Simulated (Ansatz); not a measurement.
# Run report: CdSe, geometry relaxation (part 1 of 2)

- system: CdSe (P6₃mc, 4 atoms in the cell)
- method: DFT PBE, scalar-relativistic, plane waves, PAW, no spin polarisation (Ansatz 0.2.0)

The structure derives from an entry of the Crystallography Open Database.

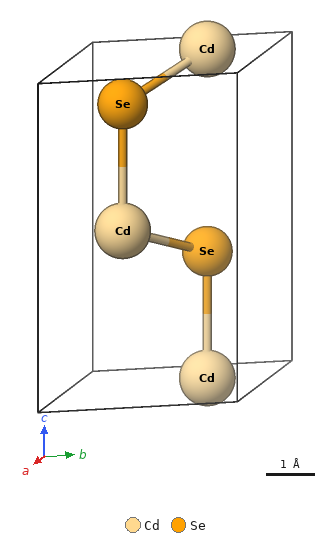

**Figure 1.** The input geometry (ball-and-stick view of the cell of the calculation, seen slightly off an axis). Near neighbours in the crystal (not all of them lie inside the picture): Cd has 4 Se at 2.61 to 2.70 Å; Se has 4 Cd at 2.61 to 2.70 Å.

**Input file**
```yaml
crystal:
  lattice:
    - [4.3, 0.0, 0.0]
    - [-2.15, 3.7239092363, 0.0]
    - [0.0, 0.0, 7.02]
  atoms:
    - { symbol: Cd, position: [0.3333333333, 0.6666666667, 0.0] }
    - { symbol: Cd, position: [0.6666666667, 0.3333333333, 0.5] }
    - { symbol: Se, position: [0.3333333333, 0.6666666667, 0.385] }
    - { symbol: Se, position: [0.6666666667, 0.3333333333, 0.885] }
basis:
  ecutwfc: 420
kpoints:
  mp_grid: { grid: [6, 6, 4] }
hamiltonian:
  xc: pbe
scf:
  occupations: { method: gaussian, width: 0.02 }
output:
  forces: true
  stress: true
  eigenvalues: true
  write_density: true
  write_potential: true
  elf: true
  volumetric_format: npy
relax:
  adjacent_minimum: "off"
  f_tol: 0.005
  max_steps: 80
  cell: { stress_tol: 0.05 }
```

Command:
```bash
ansatz run input.yaml --threads 1 --pin off --max-ram 3072MiB --backend cpu --events-out ev --progress --plain --runs-dir out
```

**What the program printed**
```
Engine: ansatz 0.2.0, x86_64-unknown-linux-gnu
Pseudopotentials: kind: paw
Pseudopotential: Cd, paw, valence charge 20, recommended cutoff 420 eV (normal), Cd.paw.azcp
Pseudopotential: Se, paw, valence charge 16, recommended cutoff 420 eV (normal), Se.paw.azcp
Functional definition: PBE
  parameter kappa = 0.804
  parameter beta = 0.06672455060314922
  exchange = pbe_x(kappa = kappa, mu = beta*pi^2/3)
  correlation = pbe_c(beta = beta)
Crystal: 4 atoms, lattice volume = 112.410 Å³
Basis set: ecut = 420 eV, 2189 PW (Γ), exchange–correlation on 60×60×96 points (8 copies of the dense FFT grid, shifted against one another)
Bands: 44, of which v1, the nominal top of the filled ones, is band 36 counted from 1 (35 counted from 0)
Symmetry: 12 space group operations
Space group: P63mc (ITA 186), of the structure as read, at distance tolerance 4.8e-5 Å
k-points: 21 of 144 (time reversal used)
Non-local potential: Cd, projectors of the file, l = 0: 3, l = 1: 2, l = 2: 2, l = 3: 1
Non-local potential: Se, projectors of the file, l = 0: 2, l = 1: 2, l = 2: 3, l = 3: 1
PAW form: soft (Blöchl's): semilocal exchange-correlation on the pseudo side does not see the compensation charge
PAW one-centre angular grid: Cd, 590 points (default); XC on 64 Gauss nodes
PAW one-centre angular grid: Se, 590 points (default); XC on 64 Gauss nodes
Initial density: superposition of atomic densities (neutral atoms: chi_scale 0, normalization atom), corrected by the library's trained network
Initial wavefunctions: pseudopotential atomic-orbital guess
Functional: x = pbe(κ = 0.804, μ = 0.2195149727645171), c = pbe(β = 0.06672455060314922)
SCF iter   1: F=—  HF=-27449.506562 eV  |F-HF|=—  |Δ(HF+E_count)|=         —  Δρ=8.31e-4  dr2=1.52e-3  ethr=1.77e-3  ⟨swp⟩=6.4  Hψ=3432  notcnv=0  defer=1
preconditioner: auto → Resta (q_TF=auto, 2.533 Å⁻¹)  ε∞=4.0  [insulator: Δε(μ)=0.690 eV  Ē_g=12.156 eV  σ=0.020 eV  W_gap=1.00  n_scr=34 (ndim 8)  ℏωp=21.0 eV  f_vac=0.201  D(μ)=0.00/eV (n_scr^D=0)  ε∞_Penn≈4.0]
SCF iter   2: F=—  HF=-27449.507770 eV  |F-HF|=—  |Δ(HF+E_count)|=   1.21e-3  Δρ=4.82e-4  dr2=4.70e-4  ethr=2.12e-6  ⟨swp⟩=2.0  Hψ=1555  notcnv=0  defer=54
SCF iter   3: F=—  HF=-27449.507820 eV  |F-HF|=—  |Δ(HF+E_count)|=   4.98e-5  Δρ=2.25e-4  dr2=4.06e-5  ethr=6.53e-7  ⟨swp⟩=2.0  Hψ=1293  notcnv=0  defer=54
SCF iter   4: F=—  HF=-27449.507880 eV  |F-HF|=—  |Δ(HF+E_count)|=   5.99e-5  Δρ=9.63e-5  dr2=1.08e-5  ethr=5.63e-8  ⟨swp⟩=2.0  Hψ=1534  notcnv=0  defer=54
SCF iter   5: F=—  HF=-27449.507894 eV  |F-HF|=—  |Δ(HF+E_count)|=   1.39e-5  Δρ=3.29e-5  dr2=1.92e-6  ethr=1.50e-8  ⟨swp⟩=2.0  Hψ=1154  notcnv=0  defer=54
SCF iter   6: F=-27449.507896 eV  HF=-27449.507896 eV  |F-HF|=1.83e-7  |Δ(HF+E_count)|=   1.94e-6  Δρ=9.43e-6  dr2=9.46e-8  ethr=1.39e-10  ⟨swp⟩=9.9  Hψ=6255  notcnv=0
SCF 1 converged in 6 iterations: F = -27449.507896 eV  dr2 = 9.46e-8
  greatest PAW one-centre occupation: 1.000 electrons in one spin orbital (limit 2), on the Cd atom at site 1 (counted from 0), in its partial waves of l = 0
relax step   1: F+E_penalty+E_count = -27449.50789598 eV  Δ(F+E_penalty+E_count) = +0.000e0 eV  max|allowed force component| = 2.826e-1 eV/Å  Δτ_max = 0.0000 Å  P = +3.018 GPa  Ω = 112.410 Å³  (6 SCF iters, dr2 threshold 1.00e-7 eV, accepted)
Crystal: 4 atoms, lattice volume = 121.012 Å³
Basis set: ecut = 420 eV, 2345 PW (Γ), exchange–correlation on 60×60×96 points (8 copies of the dense FFT grid, shifted against one another)
Initial density: handed on by an earlier stage of this run
Initial wavefunctions: those handed on with the density
iter 1 solved again at ethr=2.06e-5 eV; its pass at ethr=3.10e-3 eV (dr2=1.49e-2 eV) is discarded
SCF iter   1: F=—  HF=-27449.582605 eV  |F-HF|=—  |Δ(HF+E_count)|=         —  Δρ=3.49e-3  dr2=1.42e-2  ethr=2.06e-5  ⟨swp⟩=2.9  Hψ=5099  notcnv=0
preconditioner: auto → Resta (q_TF=auto, 2.502 Å⁻¹)  ε∞=3.9  [insulator: Δε(μ)=0.546 eV  Ē_g=11.805 eV  σ=0.020 eV  W_gap=1.00  n_scr=34 (ndim 8)  ℏωp=20.3 eV  f_vac=0.227  D(μ)=0.00/eV (n_scr^D=0)  ε∞_Penn≈3.9]
SCF iter   2: F=—  HF=-27449.578558 eV  |F-HF|=—  |Δ(HF+E_count)|=   4.05e-3  Δρ=1.72e-3  dr2=3.17e-3  ethr=1.97e-5  ⟨swp⟩=2.9  Hψ=1417  notcnv=0
SCF iter   3: F=—  HF=-27449.578024 eV  |F-HF|=—  |Δ(HF+E_count)|=   5.34e-4  Δρ=3.87e-4  dr2=3.20e-4  ethr=4.41e-6  ⟨swp⟩=2.0  Hψ=1596  notcnv=0
SCF iter   4: F=—  HF=-27449.578160 eV  |F-HF|=—  |Δ(HF+E_count)|=   1.36e-4  Δρ=1.83e-4  dr2=7.03e-5  ethr=4.44e-7  ⟨swp⟩=2.0  Hψ=1512  notcnv=0
SCF iter   5: F=—  HF=-27449.578197 eV  |F-HF|=—  |Δ(HF+E_count)|=   3.71e-5  Δρ=6.57e-5  dr2=6.75e-6  ethr=9.77e-8  ⟨swp⟩=2.0  Hψ=1512  notcnv=0
SCF iter   6: F=—  HF=-27449.578212 eV  |F-HF|=—  |Δ(HF+E_count)|=   1.54e-5  Δρ=3.35e-5  dr2=1.32e-6  ethr=9.38e-9  ⟨swp⟩=2.0  Hψ=1519  notcnv=0
SCF iter   7: F=-27449.578215 eV  HF=-27449.578214 eV  |F-HF|=3.35e-7  |Δ(HF+E_count)|=   1.94e-6  Δρ=7.75e-6  dr2=8.65e-8  ethr=5.56e-10  ⟨swp⟩=11.0  Hψ=7808  notcnv=0
SCF 2 converged in 7 iterations: F = -27449.578215 eV  dr2 = 8.65e-8
relax step   2: F+E_penalty+E_count = -27449.57821468 eV  Δ(F+E_penalty+E_count) = -7.032e-2 eV  max|allowed force component| = 4.331e-2 eV/Å  Δτ_max = 0.0243 Å  P = -0.694 GPa  Ω = 121.012 Å³  energy of the carried Pulay correction = -1.758e-3 eV  (7 SCF iters, dr2 threshold 4.00e-7 eV, accepted)
Crystal: 4 atoms, lattice volume = 119.392 Å³
Basis set: ecut = 420 eV, 2333 PW (Γ), exchange–correlation on 60×60×96 points (8 copies of the dense FFT grid, shifted against one another)
iter 1 solved again at ethr=7.07e-7 eV; its pass at ethr=3.10e-3 eV (dr2=5.09e-4 eV) is discarded
SCF iter   1: F=—  HF=-27449.583389 eV  |F-HF|=—  |Δ(HF+E_count)|=         —  Δρ=6.73e-4  dr2=5.16e-4  ethr=7.07e-7  ⟨swp⟩=2.8  Hψ=4776  notcnv=0
preconditioner: auto → Resta (q_TF=auto, 2.508 Å⁻¹)  ε∞=3.9  [insulator: Δε(μ)=0.534 eV  Ē_g=11.892 eV  σ=0.020 eV  W_gap=1.00  n_scr=34 (ndim 8)  ℏωp=20.4 eV  f_vac=0.216  D(μ)=0.00/eV (n_scr^D=0)  ε∞_Penn≈3.9]
SCF iter   2: F=—  HF=-27449.583243 eV  |F-HF|=—  |Δ(HF+E_count)|=   1.46e-4  Δρ=3.29e-4  dr2=1.07e-4  ethr=7.07e-7  ⟨swp⟩=2.8  Hψ=1277  notcnv=0
SCF iter   3: F=—  HF=-27449.583219 eV  |F-HF|=—  |Δ(HF+E_count)|=   2.41e-5  Δρ=7.63e-5  dr2=1.12e-5  ethr=1.49e-7  ⟨swp⟩=2.0  Hψ=1428  notcnv=0
SCF iter   4: F=—  HF=-27449.583221 eV  |F-HF|=—  |Δ(HF+E_count)|=   1.97e-6  Δρ=3.30e-5  dr2=2.37e-6  ethr=1.56e-8  ⟨swp⟩=2.0  Hψ=1512  notcnv=0
SCF iter   5: F=-27449.583222 eV  HF=-27449.583222 eV  |F-HF|=4.07e-7  |Δ(HF+E_count)|=   1.16e-6  Δρ=1.20e-5  dr2=2.10e-7  ethr=5.56e-10  ⟨swp⟩=6.1  Hψ=6304  notcnv=0
SCF 3 converged in 5 iterations: F = -27449.583222 eV  dr2 = 2.10e-7
relax step   3: F+E_penalty+E_count = -27449.58322219 eV  Δ(F+E_penalty+E_count) = -5.008e-3 eV  max|allowed force component| = 2.070e-2 eV/Å  Δτ_max = 0.0049 Å  P = -0.123 GPa  Ω = 119.392 Å³  energy of the carried Pulay correction = -1.443e-3 eV  (5 SCF iters, dr2 threshold 4.00e-7 eV, accepted)
Crystal: 4 atoms, lattice volume = 119.034 Å³
iter 1 solved again at ethr=1.80e-7 eV; its pass at ethr=3.10e-3 eV (dr2=1.29e-4 eV) is discarded
SCF iter   1: F=—  HF=-27449.583588 eV  |F-HF|=—  |Δ(HF+E_count)|=         —  Δρ=3.57e-4  dr2=1.09e-4  ethr=1.80e-7  ⟨swp⟩=2.0  Hψ=4078  notcnv=0
preconditioner: auto → Resta (q_TF=auto, 2.509 Å⁻¹)  ε∞=3.9  [insulator: Δε(μ)=0.541 eV  Ē_g=11.900 eV  σ=0.020 eV  W_gap=1.00  n_scr=34 (ndim 8)  ℏωp=20.4 eV  f_vac=0.216  D(μ)=0.00/eV (n_scr^D=0)  ε∞_Penn≈3.9]
SCF iter   2: F=—  HF=-27449.583560 eV  |F-HF|=—  |Δ(HF+E_count)|=   2.77e-5  Δρ=1.62e-4  dr2=2.10e-5  ethr=1.51e-7  ⟨swp⟩=2.5  Hψ=1285  notcnv=0
SCF iter   3: F=—  HF=-27449.583539 eV  |F-HF|=—  |Δ(HF+E_count)|=   2.17e-5  Δρ=3.02e-5  dr2=1.48e-6  ethr=2.91e-8  ⟨swp⟩=2.0  Hψ=1512  notcnv=0
SCF iter   4: F=—  HF=-27449.583540 eV  |F-HF|=—  |Δ(HF+E_count)|=   8.21e-7  Δρ=1.44e-5  dr2=3.33e-7  ethr=2.05e-9  ⟨swp⟩=2.0  Hψ=1512  notcnv=0
SCF iter   5: F=-27449.583540 eV  HF=-27449.583540 eV  |F-HF|=6.57e-8  |Δ(HF+E_count)|=   7.73e-8  Δρ=4.41e-6  dr2=3.06e-8  ethr=1.17e-10  ⟨swp⟩=9.1  Hψ=6294  notcnv=0
SCF 4 converged in 5 iterations: F = -27449.583540 eV  dr2 = 3.06e-8
  Residual-converged pass: ⟨swp⟩=1.0  Hψ=1008  notcnv=0  max |occ|·‖R‖ = 7.1e-9 eV (tolerance 1.0e-8 eV)  dr2=3.06e-8  dr2_onsite=5.55e-9  max |Δocc| = 3.0e-91
relax step   4: F+E_penalty+E_count = -27449.58353970 eV  Δ(F+E_penalty+E_count) = -3.175e-4 eV  max|allowed force component| = 2.374e-3 eV/Å  Δτ_max = 0.0030 Å  P = +0.007 GPa  Ω = 119.034 Å³  energy of the carried Pulay correction = -1.372e-3 eV  (5 SCF iters, dr2 threshold 8.44e-8 eV, accepted)
Initial wavefunctions: pseudopotential atomic-orbital guess (no wavefunctions were taken with the density)
iter 1 solved again at ethr=1.33e-7 eV; its pass at ethr=3.10e-3 eV (dr2=9.57e-5 eV) is discarded
SCF iter   1: F=—  HF=-27449.568938 eV  |F-HF|=—  |Δ(HF+E_count)|=         —  Δρ=6.33e-4  dr2=1.73e-5  ethr=1.33e-7  ⟨swp⟩=3.0  Hψ=5815  notcnv=0
preconditioner: auto → Resta (q_TF=auto, 2.509 Å⁻¹)  ε∞=3.9  [insulator: Δε(μ)=0.545 eV  Ē_g=11.902 eV  σ=0.020 eV  W_gap=1.00  n_scr=34 (ndim 8)  ℏωp=20.4 eV  f_vac=0.217  D(μ)=0.00/eV (n_scr^D=0)  ε∞_Penn≈3.9]
SCF iter   2: F=—  HF=-27449.580297 eV  |F-HF|=—  |Δ(HF+E_count)|=   1.14e-2  Δρ=3.19e-4  dr2=3.23e-6  ethr=2.40e-8  ⟨swp⟩=2.0  Hψ=1439  notcnv=0
SCF iter   3: F=—  HF=-27449.584617 eV  |F-HF|=—  |Δ(HF+E_count)|=   4.32e-3  Δρ=6.05e-5  dr2=2.29e-7  ethr=4.49e-9  ⟨swp⟩=3.2  Hψ=1959  notcnv=0
SCF iter   4: F=—  HF=-27449.584772 eV  |F-HF|=—  |Δ(HF+E_count)|=   1.55e-4  Δρ=1.09e-5  dr2=4.93e-8  ethr=3.19e-10  ⟨swp⟩=2.0  Hψ=1512  notcnv=0
SCF iter   5: F=—  HF=-27449.584776 eV  |F-HF|=—  |Δ(HF+E_count)|=   4.38e-6  Δρ=2.16e-6  dr2=1.04e-8  ethr=6.84e-11  ⟨swp⟩=2.0  Hψ=1512  notcnv=0
SCF iter   6: F=—  HF=-27449.584776 eV  |F-HF|=—  |Δ(HF+E_count)|=   4.73e-8  Δρ=5.21e-7  dr2=6.72e-10  ethr=1.44e-11  ⟨swp⟩=2.0  Hψ=1294  notcnv=0
SCF iter   7: F=-27449.584776 eV  HF=-27449.584776 eV  |F-HF|=6.91e-11  |Δ(HF+E_count)|=   1.37e-9  Δρ=1.10e-7  dr2=1.21e-11  ethr=1.00e-12  ⟨swp⟩=4.0  Hψ=4416  notcnv=0
SCF 5 converged in 7 iterations: F = -27449.584776 eV  dr2 = 1.21e-11
relax step   5: F+E_penalty+E_count = -27449.58477606 eV  Δ(F+E_penalty+E_count) = -1.236e-3 eV  max|allowed force component| = 2.370e-3 eV/Å  Δτ_max = 0.0000 Å  P = -0.000 GPa  Ω = 119.034 Å³  stress off target by 1.46e-2 GPa  SCF on the basis re-selected at this cell (its energy is not comparable with the rows above)  (7 SCF iters)
```

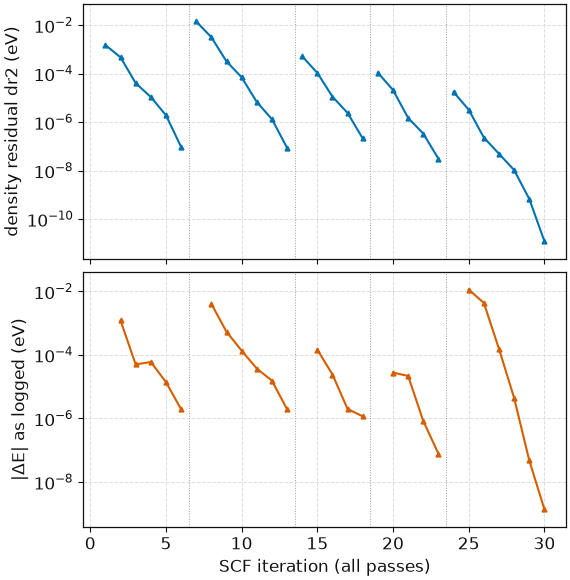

**Figure 2.** Convergence of the self-consistent field: density residual dr2 and size of the energy change against the SCF iteration. The dotted lines part the SCF passes of the relaxation: geometry steps, rejected trials and re-solves on a re-selected basis. The 5 passes take 5 to 7 iterations each, 30 in all.

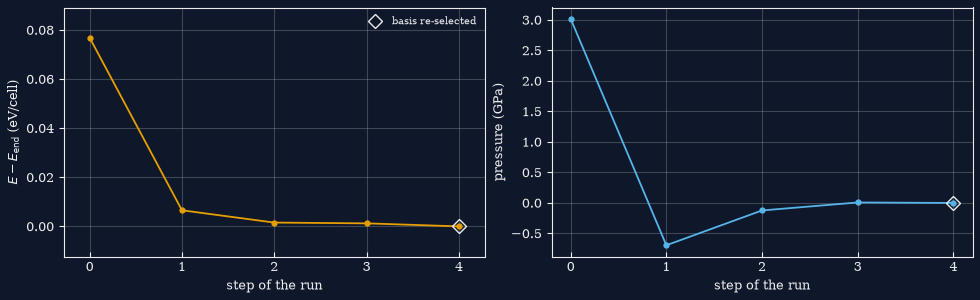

**Figure 3.** Progress of the relaxation, step by step (the first geometry is step 0 here and step 1 in the log).

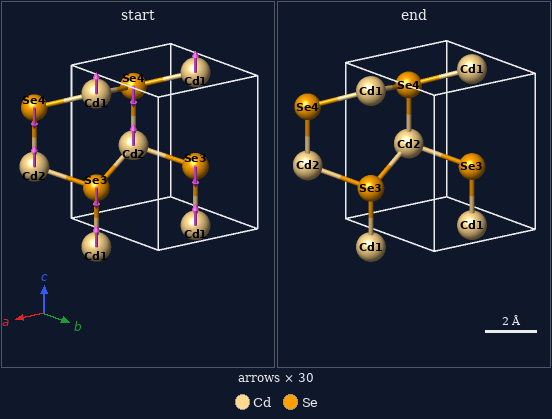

**Figure 4.** Before (left) and after (right) the relaxation, at one scale (ball-and-stick view of the cell of the calculation, repeated 2 × 1 × 1, seen at an oblique angle). The pink arrows give the displacements (without the part carried along by the change of the cell), magnified 30 times. After 3 geometry steps the energy has fallen by 75.6 meV per cell of the calculation. Largest force component: 0.28 eV/Å at the start, 0.0024 eV/Å at the end. Pressure: 3.02 GPa at the start and 0.00 GPa at the end. The largest moves relative to the cell, 0.033 Å, are those of Cd1, Cd2, Se3 and Se4. Largest moves by element: Se 0.033 Å, Cd 0.033 Å. The volume changes by +5.9 %, with a = b 4.300 → 4.383 Å (+1.9 %), c 7.020 → 7.154 Å (+1.9 %). Distances before and after: Cd1–Se4 2.611 → 2.682 Å, Cd1–Se3 2.703 → 2.689 Å. The space group stays P6_3mc (No. 186). A last SCF at the same geometry on a re-selected plane-wave basis shifts the energy by −1.2 meV per cell of the calculation. (Atoms are counted from 1 in the order of the input.)
